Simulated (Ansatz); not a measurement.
# Ta8H: single-point calculation

The run: single-point calculation of Ta8H (slab, 9 atoms in the cell). Method and program: DFT PBE+D3(BJ), scalar-relativistic, plane waves, PAW, no spin polarisation (Ansatz 0.2.0).

The structure derives from an entry of the Crystallography Open Database. It belongs to a series of runs on one base structure; here: H lifted by +0.30 A from its best place. Figures and captions count atoms from 1; the log counts them from 0 in places.

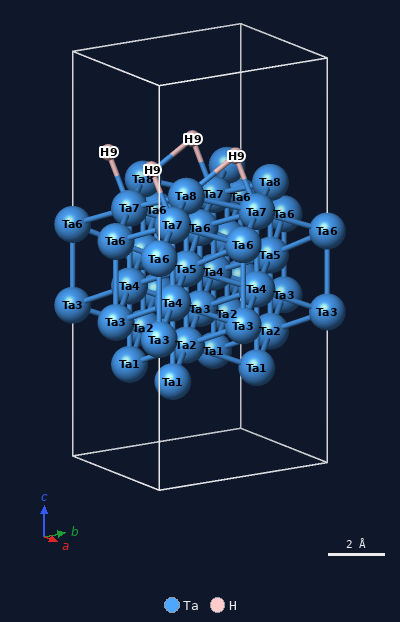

The structure as given in the input (ball-and-stick view of the 2 × 2 repeat of the cell, with the vacuum cut short, seen slightly off an axis; atoms are numbered from 1 in the order of the input). An atom can appear more than once, as a periodic image.

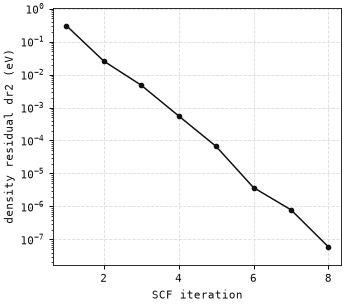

Convergence of the self-consistent field: density residual dr2 against the SCF iteration. The residual falls at every step.

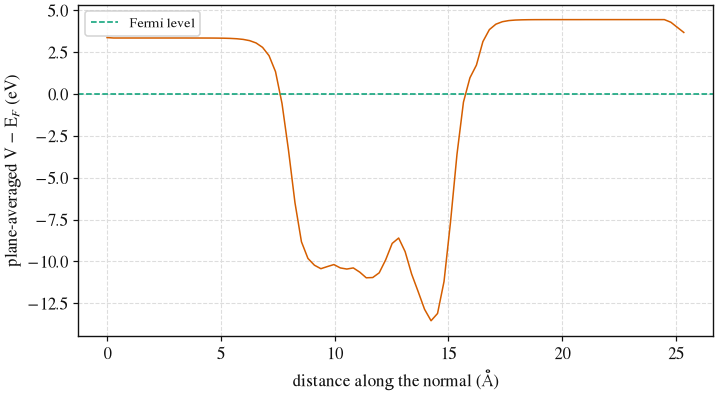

Plane average of the electrostatic potential energy of an electron across the cell, from the Fermi level. The vacuum level lies 4.44 eV above the Fermi level on the upper side and 3.35 eV on the lower.

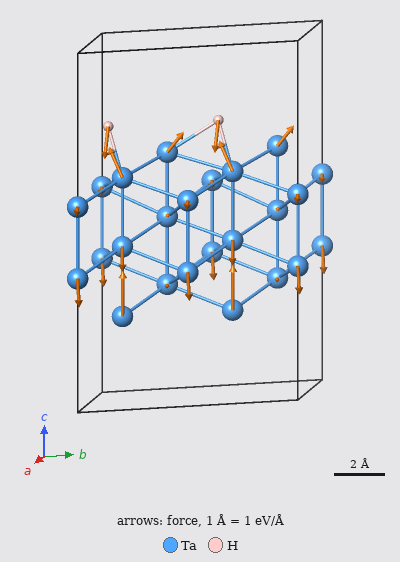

Forces on the atoms as orange arrows (ball-and-stick view of the 1 × 2 repeat of the cell, with the vacuum cut short, seen slightly off an axis). The largest act on Ta1 (1.86 eV/Å); Ta7 (1.37 eV/Å); H9 (1.33 eV/Å); Ta3 (1.16 eV/Å), among others. Atoms are counted from 1 in the order of the input and aren't labelled in the picture. The geometry is not a stationary point of this energy.

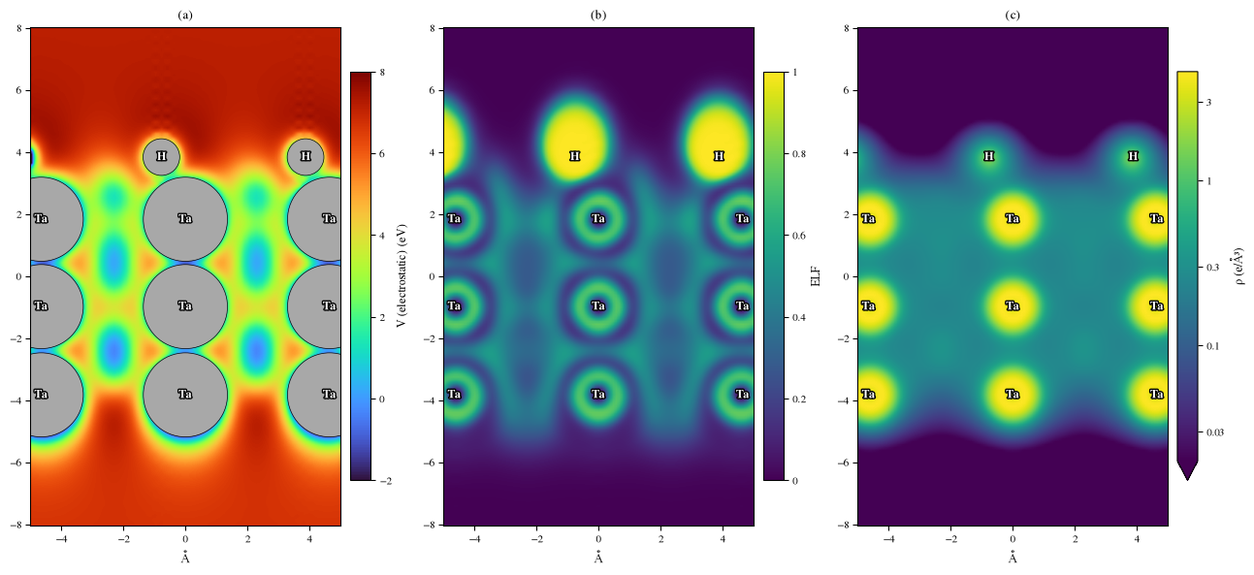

(a) electrostatic potential (local pseudopotential plus Hartree) felt by an electron; (b) electron localisation function; (c) valence pseudo-density on the (11̄0) plane of the calculation cell, a cut from vacuum to vacuum. Grey discs, where drawn, cover atomic cores. The section cuts through Ta and H sites. Ta–H (2.15 Å): the density is about 0.45 e/Å³ at the midpoint, with its minimum of 0.34 e/Å³ about 1.3 Å from Ta; the ELF climbs to about 1 towards the hydrogen, as it does in any bond to H. Ta–Ta (2.81 Å): the density is about 0.33 e/Å³ at the midpoint; the ELF is about 0.30 at the midpoint (no localised pair between them). The density dies away to nearly zero in the vacuum. The strong features right at Ta lie inside the PAW spheres (semicore, d or f shells) and say nothing about bonding. The fields are those of the smooth PAW valence density.

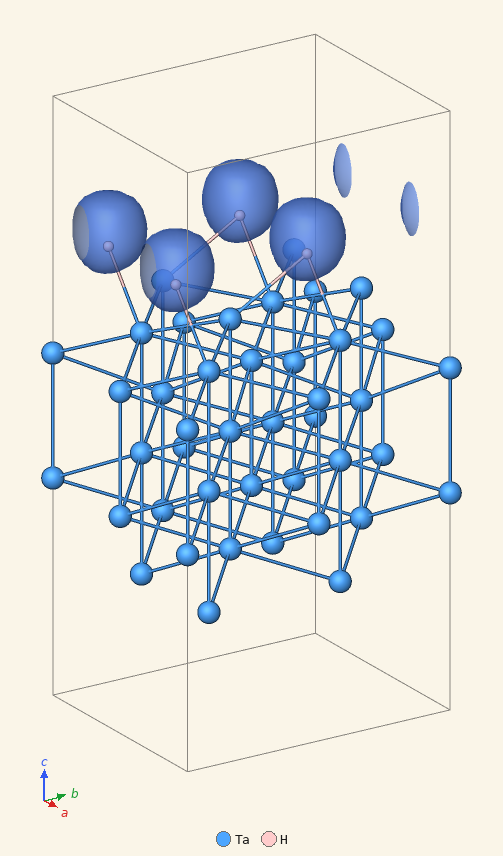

Isosurface of the ELF at 0.9 (blue), seen slightly off an axis. Core shells and regions of very low density are left out. Sticks mark near contacts. Profiles from the grid: Ta–H (2.15 Å): the ELF climbs to about 1 towards the hydrogen. Ta–Ta (2.63 Å): the ELF is about 0.40 at the midpoint; no shared electron pair.

The input that produced these results follows, with the program's output.

**Input file**
```yaml
crystal:
  lattice:
    - [4.6456161668, 0.0, 0.0]
    - [-2.3228080834, 4.0232216167, 0.0]
    - [0.0, 0.0, 25.6379770039]
  atoms:
    - { symbol: Ta, position: [0.6666666667, 0.3333333333, 0.331539419] }
    - { symbol: Ta, position: [0.3333333333, 0.6666666667, 0.3685268315] }
    - { symbol: Ta, position: [0.0, 0.0, 0.4055142438] }
    - { symbol: Ta, position: [0.6666666667, 0.3333333333, 0.4425016562] }
    - { symbol: Ta, position: [0.3333333333, 0.6666666667, 0.4762660038] }
    - { symbol: Ta, position: [0.0, 0.0, 0.519856666] }
    - { symbol: Ta, position: [0.6666666667, 0.3333333333, 0.5522688407] }
    - { symbol: Ta, position: [0.3333333333, 0.6666666667, 0.578937064] }
    - { symbol: H, position: [0.5, 1.1666666667, 0.6303940221] }
basis:
  ecutwfc: 420
kpoints:
  mp_grid: { grid: [6, 6, 1] }
hamiltonian:
  xc: pbe
  dispersion: d3bj
scf:
  occupations: { method: gaussian, width: 0.1 }
output:
  forces: true
  stress: true
  eigenvalues: true
  write_density: true
  write_potential: true
  elf: true
  volumetric_format: npy
efield:
  axis: 3
  dipole_correction: true
  ramp_width: 0.04
```

Command:
```bash
ansatz run input.yaml --threads 2 --pin off --max-ram 5120MiB --backend cpu --events-out ev --progress --plain --runs-dir out
```

**The program's output**
```
Engine: ansatz 0.2.0, x86_64-unknown-linux-gnu
Pseudopotentials: kind: paw
Pseudopotential: Ta, paw, valence charge 13, recommended cutoff 420 eV (normal), Ta.paw.azcp
Pseudopotential: H, paw, valence charge 1, recommended cutoff 420 eV (normal), H.paw.azcp
Functional definition: PBE
  parameter kappa = 0.804
  parameter beta = 0.06672455060314922
  exchange = pbe_x(kappa = kappa, mu = beta*pi^2/3)
  correlation = pbe_c(beta = beta)
Crystal: 9 atoms, lattice volume = 479.183 Å³
Basis set: ecut = 420 eV, 9427 PW (Γ), exchange–correlation on 64×64×360 points (8 copies of the dense FFT grid, shifted against one another)
Bands: 63, of which v1, the nominal top of the filled ones, is band 53 counted from 1 (52 counted from 0)
Symmetry: 1 space group operations
Space group: P1 (ITA 1), of the structure as read, at distance tolerance 7.8e-5 Å
k-points: 20 of 36 (time reversal used)
Non-local potential: Ta, projectors of the file, l = 0: 3, l = 1: 2, l = 2: 2, l = 3: 1
Non-local potential: H, projectors of the file, l = 0: 2, l = 1: 1
PAW form: soft (Blöchl's): semilocal exchange-correlation on the pseudo side does not see the compensation charge
PAW one-centre angular grid: Ta, 590 points (default); XC on 64 Gauss nodes
PAW one-centre angular grid: H, 110 points (default); XC on 64 Gauss nodes
Initial density: superposition of atomic densities (neutral atoms: chi_scale 0, normalization atom), corrected by the library's trained network
Initial wavefunctions: pseudopotential atomic-orbital guess
Functional: x = pbe(κ = 0.804, μ = 0.2195149727645171), c = pbe(β = 0.06672455060314922)
SCF iter   1: F=—  HF=-79471.054369 eV  |F-HF|=—  |Δ(HF+E_count)|=         —  Δρ=4.53e-3  dr2=3.05e-1  ethr=1.77e-3  p=-0.051 e·Å  D=-1.93e-2 V/Å  ΔV_dip=0.50 eV  dr2_dipole=8.12e-2  V_vac-E_F(+/−)=4.46/3.96 eV  ⟨swp⟩=10.9  Hψ=6540  notcnv=0
efield: sawtooth ramp at fractional position 0.9610 (placed from the atoms, in the widest stretch of the axis that holds none; the zero of the levels goes with the place), width 0.0400; the density the first Hamiltonian is built on has a dipole p = -0.051 e·Å; the dipole correction subtracts the counter field D = -1.93e-2 V/Å, which shifts the + side's vacuum level by +0.50 eV against the − side's; the planar-averaged density in the ramp window peaks in size at 1.5e-5 e/Å³
preconditioner: auto → LDOS  [metal: Δε(μ)=0.035 eV  Ē_g=3.534 eV  σ=0.100 eV  W_gap=0.19  n_scr=82 (ndim 8)  ℏωp=10.9 eV  f_vac=0.602  D(μ)=11.27/eV (n_scr^D=82)  β→1.0]
SCF iter   2: F=—  HF=-79471.023036 eV  |F-HF|=—  |Δ(HF+E_count)|=   3.13e-2  Δρ=1.66e-3  dr2=2.56e-2  ethr=2.91e-4  p=-0.108 e·Å  D=-4.06e-2 V/Å  ΔV_dip=1.04 eV  dr2_dipole=2.84e-3  V_vac-E_F(+/−)=4.43/3.39 eV  ⟨swp⟩=3.0  Hψ=2078  notcnv=0  defer=31
SCF iter   3: F=—  HF=-79471.023742 eV  |F-HF|=—  |Δ(HF+E_count)|=   7.06e-4  Δρ=5.91e-4  dr2=4.75e-3  ethr=2.44e-5  p=-0.105 e·Å  D=-3.97e-2 V/Å  ΔV_dip=1.02 eV  dr2_dipole=1.09e-4  V_vac-E_F(+/−)=4.45/3.43 eV  ⟨swp⟩=2.0  Hψ=1777  notcnv=0  defer=31
SCF iter   4: F=—  HF=-79471.023262 eV  |F-HF|=—  |Δ(HF+E_count)|=   4.80e-4  Δρ=1.77e-4  dr2=5.57e-4  ethr=4.52e-6  p=-0.110 e·Å  D=-4.17e-2 V/Å  ΔV_dip=1.07 eV  dr2_dipole=5.25e-5  V_vac-E_F(+/−)=4.45/3.38 eV  ⟨swp⟩=2.8  Hψ=2195  notcnv=0  defer=31
SCF iter   5: F=—  HF=-79471.023291 eV  |F-HF|=—  |Δ(HF+E_count)|=   2.84e-5  Δρ=7.50e-5  dr2=6.64e-5  ethr=5.30e-7  p=-0.112 e·Å  D=-4.23e-2 V/Å  ΔV_dip=1.08 eV  dr2_dipole=4.18e-7  V_vac-E_F(+/−)=4.44/3.36 eV  ⟨swp⟩=2.0  Hψ=1680  notcnv=0  defer=31
SCF iter   6: F=—  HF=-79471.023519 eV  |F-HF|=—  |Δ(HF+E_count)|=   2.29e-4  Δρ=1.79e-5  dr2=3.73e-6  ethr=6.32e-8  p=-0.113 e·Å  D=-4.27e-2 V/Å  ΔV_dip=1.09 eV  dr2_dipole=1.25e-10  V_vac-E_F(+/−)=4.44/3.35 eV  ⟨swp⟩=2.4  Hψ=2026  notcnv=0  defer=25
SCF iter   7: F=—  HF=-79471.023521 eV  |F-HF|=—  |Δ(HF+E_count)|=   1.38e-6  Δρ=7.20e-6  dr2=7.92e-7  ethr=3.56e-9  p=-0.113 e·Å  D=-4.28e-2 V/Å  ΔV_dip=1.10 eV  dr2_dipole=1.07e-8  V_vac-E_F(+/−)=4.44/3.35 eV  ⟨swp⟩=2.1  Hψ=1820  notcnv=0  defer=25
SCF iter   8: F=-79471.023521 eV  HF=-79471.023521 eV  |F-HF|=5.65e-8  |Δ(HF+E_count)|=   5.13e-7  Δρ=2.53e-6  dr2=5.96e-8  ethr=9.52e-11  p=-0.113 e·Å  D=-4.29e-2 V/Å  ΔV_dip=1.10 eV  dr2_dipole=4.56e-12  V_vac-E_F(+/−)=4.44/3.35 eV  ⟨swp⟩=21.8  Hψ=11870  notcnv=0
SCF 1 converged in 8 iterations: F = -79471.023521 eV  dr2 = 5.96e-8
  greatest PAW one-centre occupation: 1.000 electrons in one spin orbital (limit 2), on the Ta atom at site 1 (counted from 0), in its partial waves of l = 0
WARN: The input density's exchange-correlation potential varies sharply where the density is thin. Do not read a vacuum level from v_tot or v_xc, or from such a field of the output density. On a cell that repeats whose density bears no net charge and no dipole along the vacuum's axis use v_es (v_loc + v_h of the components); under efield.dipole_correction with no amplitude use v_es + v_field, which holds any external_charges[].barrier, or the levels of the report's work_function block, which leave it out; under a non-zero efield.amplitude the vacuum is tilted and has no level; on a cell that repeats and bears such a dipole with no correction it is tilted too, and efield.dipole_correction with no amplitude gives each side of its ramp a level where efield: is served; in a cell that repeats whose density bears a net charge (total_charge, or a fill off its count) it is curved and has none; of a slab under crystal.periodic whose density bears no net charge use v_es, which has a level on each side, short of where the two are joined; of another it falls or rises all the way out and has none; of a slab beside external_charges read slab_vacuum_level instead, which it has where they leave it neutral. The grid or the basis barely resolves most such structure, and the values can differ between equally converged runs; as a rule a tighter scf.convergence.dr2_threshold does not remove it. Where the density itself ripples (under the LDA too) a higher basis.ecutwfc lessens it. The files hold the spikes' plane waves up to the density's cutoff. Files: v_tot and the like, and their columns of v_z.tsv (output.write_potential); v_xc and the like, and their columns of v_comp_z.tsv (output.write_potential_components); where files of the output density stand in their place, no point of their own thin density is over the threshold below, and this is of outcome.potential() and, of a run that writes arrays (npy), the arrays of these names. Measured: with its Gaussian average of σ = 0.25 Å subtracted twice, the exchange-correlation potential is over 0.1 eV at 139 of the grid points where the equally averaged density (valence and model cores) is under 1e-3 e/Å³, and 0.236 eV at the most among them, at an averaged density of 9.7e-7 e/Å³. See output.write_potential in the manual, Limitations
SCF converged after 8 iterations
Free energy (F): -79471.023521 eV
Harris-Foulkes:  -79471.023521 eV  (|F-HF|=5.65e-8)
Internal energy: -79470.964487 eV  (E = F + TS)
E sigma→0 (E₀):  -79470.994004 eV
Entropy (-TS):   -0.059034 eV (-6.559 meV/atom)
Fermi energy:    3.019116 eV
Dipole field:    D = -0.042861 V/Å  (p = -0.113500 e·Å, saw-weighted, corrected)
Work function:   Φ+ = 4.4447 eV   Φ− = 3.3458 eV
Levels:          The Fermi level and band energies are counted from a zero that moves with the ramp; work functions are not
--- Per-component energies (eV) ---
  E_band       = -2467.127394
  E_kinetic    = 2931.275131
  E_local      = -117832.301334  (includes V_loc(G=0)·N_el)
  E_nonlocal   = 123.531955
  E_hartree    = 57424.868073
  E_xc         = -1748.954074
  E_vxc        = -1633.689786  (∫ρ·V_xc dr)
  E_paw        = -67173.236703  (= ΣΔE_a)
  E_vpaw       = -903.382533  (= ΣTr[D̂ρ^β])
  E_aug_tail   = 0.000181  (compensation charges beyond the density's cutoff)
  E_efield     = 0.002432  (sawtooth field / dipole correction)
  E_vefield    = -2.292594  (∫n·V_field dr)
  E_ewald      = 46807.461273
  E_disp       = -3.611422  (pairwise vdW)
  E_smearing   = -0.059034  (= −TS)
  E_closure    = -0.000000  (closes the sum)
  Σ components = -79471.023521   (vs F -79471.023521, Δ=0.00e0)
--- Forces (eV/Å), atoms counted from 1 ---
  atom   1  Ta     0.01391304     0.01886440     1.86042682
  atom   2  Ta    -0.00498617    -0.03038232    -0.18271320
  atom   3  Ta     0.00976584     0.06634937    -1.16242389
  atom   4  Ta     0.03098177    -0.00150476    -1.02122676
  atom   5  Ta     0.01506848     0.02981267     0.15062602
  atom   6  Ta    -0.01429078    -0.04224652    -0.39300311
  atom   7  Ta    -0.25871913    -0.61184793     1.19620822
  atom   8  Ta    -0.09770328     0.65294339     0.84333598
  atom   9  H      0.30595577    -0.08200616    -1.29127043
  max |Σ_I F_I| component: 4.04e-5 eV/Å
--- Stress (GPa, compression-positive) ---
       -1.921562       0.101482       0.116787
        0.101482      -2.203340       0.016797
        0.116787       0.016797      -1.476883
  P = ⅓ Tr σ = -1.8673 GPa (-18.673 kbar)
--- Band table (eV; the first three rows and the last of 20) ---
  k-point 0: bands = ["-64.8381", "-64.6439", "-64.3130", "-64.2725", "-63.9869", "-63.9178", "-63.8916", "-63.7991", "-31.5436", "-31.4831", "-31.3334", "-31.3257", "-31.2615", "-31.2596", "-31.0311", "-31.0300", "-30.9931", "-30.9904", "-30.9820", "-30.7826", "-30.6995", "-30.6961", "-30.6934", "-30.6584", "-30.3676", "-30.3612", "-30.2480", "-30.2165", "-30.2124", "-30.1200", "-30.0624", "-30.0574", "-4.3873", "-2.8241", "-0.9177", "-0.5233", "-0.5207", "0.3373", "0.6804", "0.7867", "1.0801", "1.3139", "1.4564", "1.4587", "1.7222", "1.7346", "1.8207", "2.1047", "2.1489", "2.4230", "2.4377", "2.8281", "2.8335", "3.0801", "3.3854", "3.4102", "3.7491", "4.7448", "5.3021", "5.4053", "5.4318", "5.6186", "6.2568"]
  k-point 1: bands = ["-64.8376", "-64.6427", "-64.3109", "-64.2712", "-63.9885", "-63.9191", "-63.8892", "-63.8042", "-31.5521", "-31.4985", "-31.3497", "-31.3372", "-31.3164", "-31.2787", "-31.0511", "-31.0420", "-31.0087", "-30.9373", "-30.9325", "-30.7787", "-30.7029", "-30.6725", "-30.6545", "-30.5784", "-30.3749", "-30.3503", "-30.2671", "-30.2281", "-30.2124", "-30.1308", "-30.0945", "-30.0564", "-3.9907", "-2.5228", "-0.8799", "-0.3871", "-0.2982", "0.0619", "0.2588", "0.7611", "0.8420", "0.9931", "1.3696", "1.4547", "1.6864", "1.8371", "1.9639", "2.0974", "2.2127", "2.6469", "2.6741", "2.9284", "2.9623", "3.2250", "3.4422", "3.7247", "3.9914", "4.7182", "5.1198", "5.2441", "5.2971", "5.3462", "6.1630"]
  k-point 2: bands = ["-64.8368", "-64.6403", "-64.3067", "-64.2684", "-63.9917", "-63.9223", "-63.8820", "-63.8160", "-31.5726", "-31.5309", "-31.4131", "-31.3775", "-31.3304", "-31.2519", "-31.0905", "-31.0766", "-30.9973", "-30.9165", "-30.8754", "-30.7187", "-30.6979", "-30.6467", "-30.5832", "-30.4762", "-30.4067", "-30.3525", "-30.3264", "-30.2461", "-30.2122", "-30.1630", "-30.0824", "-30.0542", "-2.9159", "-1.7362", "-0.8758", "-0.5754", "-0.2891", "-0.0904", "0.2428", "0.3327", "0.6146", "1.2478", "1.2919", "1.4188", "1.5417", "1.8529", "1.8959", "2.0643", "2.1401", "2.5823", "2.8545", "2.9948", "3.1957", "3.4068", "3.5833", "3.7427", "4.1865", "4.5720", "4.7650", "5.0310", "5.1047", "5.4541", "5.5349"]
  k-point 19: bands = ["-64.8363", "-64.6392", "-64.3045", "-64.2669", "-63.9933", "-63.9242", "-63.8767", "-63.8234", "-31.5845", "-31.5424", "-31.4455", "-31.4005", "-31.3202", "-31.2309", "-31.0893", "-31.0758", "-30.9897", "-30.9376", "-30.8499", "-30.7286", "-30.6786", "-30.6542", "-30.5512", "-30.4863", "-30.3787", "-30.3410", "-30.3173", "-30.3003", "-30.2130", "-30.1557", "-30.0692", "-30.0546", "-1.6099", "-1.4524", "-1.2365", "-0.9149", "-0.6894", "-0.0247", "0.3316", "0.5057", "0.9731", "1.0396", "1.4160", "1.5900", "1.6615", "1.7925", "1.8787", "2.1248", "2.1832", "2.3260", "2.4313", "2.5433", "2.7243", "3.3730", "3.4606", "3.8158", "4.0782", "4.5459", "4.7502", "4.8453", "5.3364", "5.5638", "5.7164"]
```

**Summary**

- outcome: converged
- electrons treated: 105
- free energy: −79471.0235 eV
- work function, top face: 4.44 eV
- work function, bottom face: 3.35 eV
- Fermi energy: 3.019 eV
- gap on the k-point mesh: none (metallic)
- work function (upper face): 4.44 eV
- largest force (length of the vector): 1.861 eV/Å
- hardware: 2 threads of Intel Xeon @ 2.50GHz (Skylake/Cascade Lake), 96 GiB of memory available, shared host
- wall time: 40 s (CPU time 73 s)
- peak memory: 0.92 GiB

The program warns: the exchange-correlation potential is rough where the density is thin. Spin–orbit coupling is left out, which matters for Ta.
